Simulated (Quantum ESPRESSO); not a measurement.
**K: single-point calculation**

- system: K (Im-3m, 1 atom in the cell)
- method: Kohn-Sham DFT of a periodic cell, PBE, SSSP 1.3 efficiency PBE, no spin polarisation (Quantum ESPRESSO 7.5)

The structure derives from a Materials Project entry.

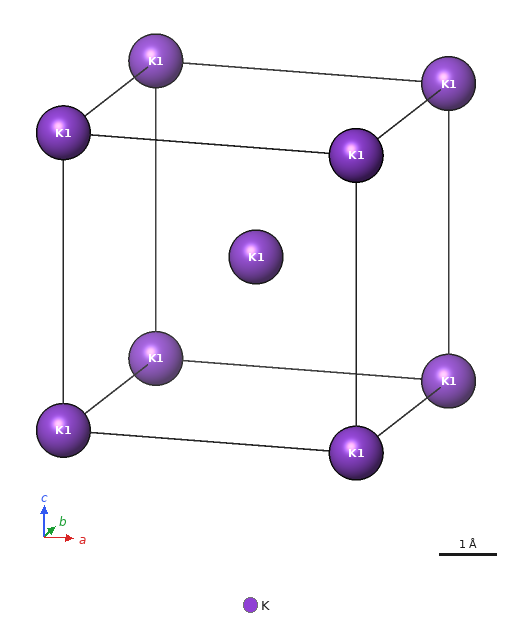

Fig. 1: The structure (ball-and-stick view of the cell 2 times as large as that of the calculation, set on its symmetry axes, seen slightly off an axis; atoms are numbered from 1 in the order of the input).

**The input**
```
&CONTROL
  calculation = 'scf'
  prefix = 'pwscf'
  outdir = './tmp'
  pseudo_dir = './pseudo'
  tprnfor = .true.
  tstress = .true.
  disk_io = 'nowf'
/
&SYSTEM
  ibrav = 0
  nat = 1
  ntyp = 1
  ecutwfc = 60
  ecutrho = 480
  nbnd = 10
  occupations = 'smearing'
  smearing = 'fd'
  degauss = 0.00367493
/
&ELECTRONS
  conv_thr = 2d-10
  electron_maxstep = 120
  mixing_beta = 0.5
/
ATOMIC_SPECIES
K     39.0983 K.pbe-spn-kjpaw_psl.1.0.0.UPF
CELL_PARAMETERS angstrom
  -2.6975585167    2.6975585167    2.6975585167
   2.6975585167   -2.6975585167    2.6975585167
   2.6975585167    2.6975585167   -2.6975585167
ATOMIC_POSITIONS crystal
K      0.0000000000    0.0000000000    0.0000000000
K_POINTS automatic
7 7 7 0 0 0
```

Machine: 1 thread of Intel Xeon (Granite Rapids), 192 GiB of memory available, shared host.

Command:
```bash
OMP_NUM_THREADS=1 pw.x -in pw.in > pw.out
```

**Log**
```
This program is part of the open-source Quantum ESPRESSO suite
     for quantum simulation of materials; please cite
         "P. Giannozzi et al., J. Phys.:Condens. Matter 21 395502 (2009);
         "P. Giannozzi et al., J. Phys.:Condens. Matter 29 465901 (2017);
         "P. Giannozzi et al., J. Chem. Phys. 152 154105 (2020);
          URL
     in publications or presentations arising from this work. More details at

     file K.pbe-spn-kjpaw_psl.1.0.0.UPF: wavefunction(s)  3S renormalized
     Message from routine setup:
     using ibrav=0 with symmetry is DISCOURAGED, use correct ibrav instead

     Subspace diagonalization in iterative solution of the eigenvalue problem:
     a serial algorithm will be used

     G-vector sticks info
     --------------------
     sticks:   dense  smooth     PW     G-vecs:    dense   smooth      PW
     Sum        2801    1403    411                94155    33309    5233

     Using Slab Decomposition

     bravais-lattice index     =            0
     lattice parameter (alat)  =       8.8294  a.u.
     unit-cell volume          =     529.8699 (a.u.)^3
     number of atoms/cell      =            1
     number of atomic types    =            1
     number of electrons       =         9.00
     number of Kohn-Sham states=           10
     kinetic-energy cutoff     =      60.0000  Ry
     charge density cutoff     =     480.0000  Ry
     scf convergence threshold =      2.0E-10
     mixing beta               =       0.5000
     number of iterations used =            8  plain     mixing
     Exchange-correlation= SLA  PW   PBX  PBC
                           (   1   4   3   4   0   0   0)

     celldm(1)=   8.829383  celldm(2)=   0.000000  celldm(3)=   0.000000
     celldm(4)=   0.000000  celldm(5)=   0.000000  celldm(6)=   0.000000

     crystal axes: (cart. coord. in units of alat)
               a(1) = (  -0.577350   0.577350   0.577350 )
               a(2) = (   0.577350  -0.577350   0.577350 )
               a(3) = (   0.577350   0.577350  -0.577350 )

     reciprocal axes: (cart. coord. in units 2 pi/alat)
               b(1) = (  0.000000  0.866025  0.866025 )
               b(2) = (  0.866025  0.000000  0.866025 )
               b(3) = (  0.866025  0.866025  0.000000 )

     PseudoPot. # 1 for K  read from file:
     K.pbe-spn-kjpaw_psl.1.0.0.UPF
     Pseudo is Projector augmented-wave + core cor, Zval =  9.0
     Generated using "atomic" code by A. Dal Corso  v.5.1
     Shape of augmentation charge: PSQ
     Using radial grid of 1165 points,  6 beta functions with:
                l(1) =   0
                l(2) =   0
                l(3) =   1
                l(4) =   1
                l(5) =   2
                l(6) =   2
     Q(r) pseudized with 0 coefficients

     atomic species   valence    mass     pseudopotential
     K                 9.00    39.09830     K ( 1.00)

     48 Sym. Ops., with inversion, found

   Cartesian axes

     site n.     atom                  positions (alat units)
         1        K      tau(   1) = (   0.0000000   0.0000000   0.0000000  )

     number of k points=    20  Fermi-Dirac smearing, width (Ry)=  0.0037
                       cart. coord. in units 2pi/alat
        k(    1) = (   0.0000000   0.0000000   0.0000000), wk =   0.0058309
        k(    2) = (   0.1237179   0.1237179   0.0000000), wk =   0.0699708
        k(    3) = (   0.2474358   0.2474358   0.0000000), wk =   0.0699708
        k(    4) = (   0.3711537   0.3711537   0.0000000), wk =   0.0699708
        k(    5) = (   0.2474358   0.1237179   0.1237179), wk =   0.1399417
        k(    6) = (   0.3711537   0.2474358   0.1237179), wk =   0.2798834
        k(    7) = (   0.4948717   0.3711537   0.1237179), wk =   0.1399417
        k(    8) = (   0.4948717   0.2474358   0.2474358), wk =   0.1399417
        k(    9) = (   0.2474358   0.2474358   0.2474358), wk =   0.0466472
        k(   10) = (   0.3711537   0.3711537   0.2474358), wk =   0.1399417
        k(   11) = (  -0.0000000  -0.0000000   0.2474358), wk =   0.0349854
        k(   12) = (   0.4948717   0.3711537   0.3711537), wk =   0.0466472
        k(   13) = (   0.0000000  -0.1237179   0.3711537), wk =   0.1399417
        k(   14) = (  -0.0000000  -0.2474358   0.4948717), wk =   0.1399417
        k(   15) = (   0.1237179  -0.1237179   0.4948717), wk =   0.1399417
        k(   16) = (  -0.7423075  -0.2474358  -0.2474358), wk =   0.1399417
        k(   17) = (   0.0000000   0.0000000   0.4948717), wk =   0.0349854
        k(   18) = (  -0.0000000  -0.1237179   0.6185896), wk =   0.1399417
        k(   19) = (  -0.7423075  -0.1237179  -0.1237179), wk =   0.0466472
        k(   20) = (  -0.0000000  -0.0000000   0.7423075), wk =   0.0349854

     Dense  grid:    94155 G-vectors     FFT dimensions: (  64,  64,  64)

     Smooth grid:    33309 G-vectors     FFT dimensions: (  45,  45,  45)

     Initial potential from superposition of free atoms

     starting charge       8.9812, renormalised to       9.0000
     Starting wfcs are    8 randomized atomic wfcs +    2 random wfcs
     Checking if some PAW data can be deallocated...

     Self-consistent Calculation

     iteration #  1     ecut=    60.00 Ry     beta= 0.50
     Davidson diagonalization with overlap
     ethr =  1.00E-02,  avg # of iterations =  8.0

     Threshold (ethr) on eigenvalues was too large:
     Diagonalizing with lowered threshold

     Davidson diagonalization with overlap
     ethr =  1.35E-05,  avg # of iterations =  8.8

     total energy              =    -113.01095155 Ry
     estimated scf accuracy    <       0.00121753 Ry

     iteration #  2     ecut=    60.00 Ry     beta= 0.50
     Davidson diagonalization with overlap
     ethr =  1.35E-05,  avg # of iterations =  2.1

     total energy              =    -113.01107379 Ry
     estimated scf accuracy    <       0.00017844 Ry

     iteration #  3     ecut=    60.00 Ry     beta= 0.50
     Davidson diagonalization with overlap
     ethr =  1.98E-06,  avg # of iterations =  4.2

     total energy              =    -113.01108731 Ry
     estimated scf accuracy    <       0.00001956 Ry

     iteration #  4     ecut=    60.00 Ry     beta= 0.50
     Davidson diagonalization with overlap
     ethr =  2.17E-07,  avg # of iterations =  1.6

     total energy              =    -113.01108842 Ry
     estimated scf accuracy    <       0.00000010 Ry

     iteration #  5     ecut=    60.00 Ry     beta= 0.50
     Davidson diagonalization with overlap
     ethr =  1.07E-09,  avg # of iterations =  2.6

     total energy              =    -113.01108841 Ry
     estimated scf accuracy    <       0.00000015 Ry

     iteration #  6     ecut=    60.00 Ry     beta= 0.50
     Davidson diagonalization with overlap
     ethr =  1.07E-09,  avg # of iterations =  2.0

     total energy              =    -113.01108844 Ry
     estimated scf accuracy    <          7.7E-09 Ry

     iteration #  7     ecut=    60.00 Ry     beta= 0.50
     Davidson diagonalization with overlap
     ethr =  8.59E-11,  avg # of iterations =  1.6

     total energy              =    -113.01108843 Ry
     estimated scf accuracy    <          5.0E-09 Ry

     iteration #  8     ecut=    60.00 Ry     beta= 0.50
     Davidson diagonalization with overlap
     ethr =  5.58E-11,  avg # of iterations =  2.0

     total energy              =    -113.01108843 Ry
     estimated scf accuracy    <          5.9E-10 Ry

     iteration #  9     ecut=    60.00 Ry     beta= 0.50
     Davidson diagonalization with overlap
     ethr =  6.56E-12,  avg # of iterations =  1.1

     End of self-consistent calculation

          k = 0.0000 0.0000 0.0000 (  4093 PWs)   bands (ev):

   -30.6328 -14.0882 -14.0882 -14.0882  -0.5265   5.7571   5.7571   5.7571
     6.6157   6.6157

          k = 0.1237 0.1237 0.0000 (  4158 PWs)   bands (ev):

   -30.6323 -14.0984 -14.0917 -14.0882  -0.2874   5.3117   5.4746   5.9391
     6.3845   6.5646

          k = 0.2474 0.2474 0.0000 (  4166 PWs)   bands (ev):

   -30.6310 -14.1210 -14.0994 -14.0881   0.4020   4.0962   5.0047   6.4548
     6.4686   6.5912

          k = 0.3712 0.3712 0.0000 (  4154 PWs)   bands (ev):

   -30.6300 -14.1389 -14.1056 -14.0881   1.4551   2.7586   4.7149   6.3043
     6.8925   7.2922

          k = 0.2474 0.1237 0.1237 (  4162 PWs)   bands (ev):

   -30.6314 -14.1139 -14.0957 -14.0906   0.1774   4.6324   4.9251   6.2135
     6.2488   6.8328

          k = 0.3712 0.2474 0.1237 (  4150 PWs)   bands (ev):

   -30.6302 -14.1309 -14.1049 -14.0915   1.0532   3.5069   4.4561   6.1710
     6.5785   7.0336

          k = 0.4949 0.3712 0.1237 (  4144 PWs)   bands (ev):

   -30.6297 -14.1380 -14.1096 -14.0916   2.1679   2.2881   4.2993   5.9553
     6.9929   7.0414

          k = 0.4949 0.2474 0.2474 (  4149 PWs)   bands (ev):

   -30.6296 -14.1310 -14.1168 -14.0945   2.0503   3.0653   3.4877   5.9280
     6.5809   6.9867

          k = 0.2474 0.2474 0.2474 (  4153 PWs)   bands (ev):

   -30.6305 -14.1274 -14.0968 -14.0968   0.8432   4.0946   4.0946   6.0110
     6.8470   6.8470

          k = 0.3712 0.3712 0.2474 (  4157 PWs)   bands (ev):

   -30.6299 -14.1313 -14.1086 -14.0976   1.8622   3.0431   3.8236   5.3645
     6.9929   7.1170

          k =-0.0000-0.0000 0.2474 (  4149 PWs)   bands (ev):

   -30.6317 -14.1005 -14.0952 -14.0952  -0.0525   5.3342   5.3342   5.4731
     6.0387   6.9652

          k = 0.4949 0.3712 0.3712 (  4156 PWs)   bands (ev):

   -30.6297 -14.1197 -14.1197 -14.1028   2.8049   2.8049   3.1349   4.7960
     7.1226   8.2434

          k = 0.0000-0.1237 0.3712 (  4156 PWs)   bands (ev):

   -30.6305 -14.1198 -14.1031 -14.0962   0.6246   4.1895   4.9866   5.4855
     6.5092   6.9127

          k =-0.0000-0.2474 0.4949 (  4160 PWs)   bands (ev):

   -30.6296 -14.1364 -14.1095 -14.0956   1.6598   2.9117   4.7449   5.3693
     6.7388   7.2870

          k = 0.1237-0.1237 0.4949 (  4153 PWs)   bands (ev):

   -30.6295 -14.1295 -14.1131 -14.0998   1.4648   3.5794   4.2573   5.6146
     6.2797   7.0167

          k =-0.7423-0.2474-0.2474 (  4172 PWs)   bands (ev):

   -30.6290 -14.1334 -14.1194 -14.1000   2.5306   2.6137   3.8683   5.6859
     6.4003   6.9513

          k = 0.0000 0.0000 0.4949 (  4176 PWs)   bands (ev):

   -30.6294 -14.1196 -14.1115 -14.1115   1.2607   4.0872   4.8987   4.8987
     5.9672   6.7797

          k =-0.0000-0.1237 0.6186 (  4168 PWs)   bands (ev):

   -30.6285 -14.1307 -14.1182 -14.1123   2.2096   3.2818   4.6162   4.8005
     5.8017   7.6637

          k =-0.7423-0.1237-0.1237 (  4172 PWs)   bands (ev):

   -30.6281 -14.1277 -14.1277 -14.1142   2.9822   2.9822   3.9258   5.4165
     5.4165   7.1325

          k =-0.0000-0.0000 0.7423 (  4188 PWs)   bands (ev):

   -30.6277 -14.1267 -14.1251 -14.1251   2.9034   3.3361   4.8320   4.8320
     4.8565   7.1767

     the Fermi energy is     1.5310 ev

!    total energy              =    -113.01108843 Ry
     total all-electron energy =     -1204.249800 Ry
     estimated scf accuracy    <          1.7E-10 Ry
     smearing contrib. (-TS)   =      -0.00052680 Ry
     internal energy E=F+TS    =    -113.01056162 Ry

     The total energy is F=E-TS. E is the sum of the following terms:
     one-electron contribution =     -37.07885736 Ry
     hartree contribution      =      19.55901749 Ry
     xc contribution           =     -11.15817829 Ry
     ewald contribution        =     -28.91313589 Ry
     one-center paw contrib.   =     -55.41940758 Ry

     convergence has been achieved in   9 iterations

     Forces acting on atoms (cartesian axes, Ry/au):

     atom    1 type  1   force =     0.00000000    0.00000000    0.00000000

     Total force =     0.000000     Total SCF correction =     0.000000

     Computing stress (Cartesian axis) and pressure

          total   stress  (Ry/bohr**3)                   (kbar)     P=       -2.15
  -0.00001460   0.00000000   0.00000000           -2.15        0.00        0.00
   0.00000000  -0.00001460   0.00000000            0.00       -2.15        0.00
   0.00000000   0.00000000  -0.00001460            0.00        0.00       -2.15

=------------------------------------------------------------------------------=
   JOB DONE.
=------------------------------------------------------------------------------=
```

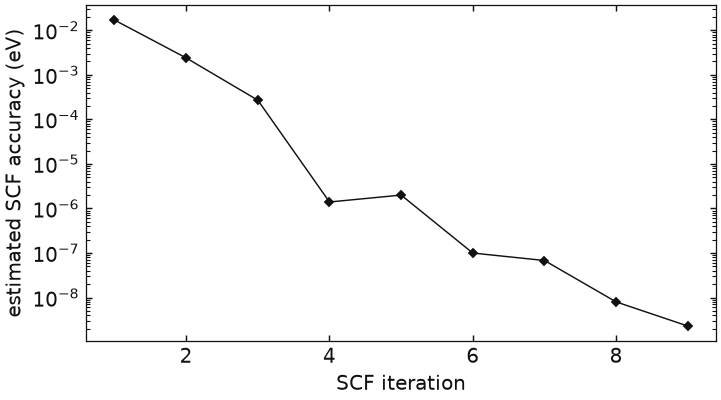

Fig. 2: Convergence of the self-consistent field: estimated SCF accuracy against the iteration. The field takes 9 iterations in all.

**Summary**

| quantity | value |
| --- | --- |
| outcome | converged |
| space group (tolerance 0.01 Å) | Im-3m (229) |
| electrons treated | 9 |
| free energy | −1537.5942 eV |
| Fermi energy | 1.531 eV |
| gap on the k-point mesh | none (metallic) |
| pressure | −0.21 GPa |
| largest force (length of the vector) | under 0.001 eV/Å |
| wall time | 22 s |
| peak memory | 0.39 GiB |
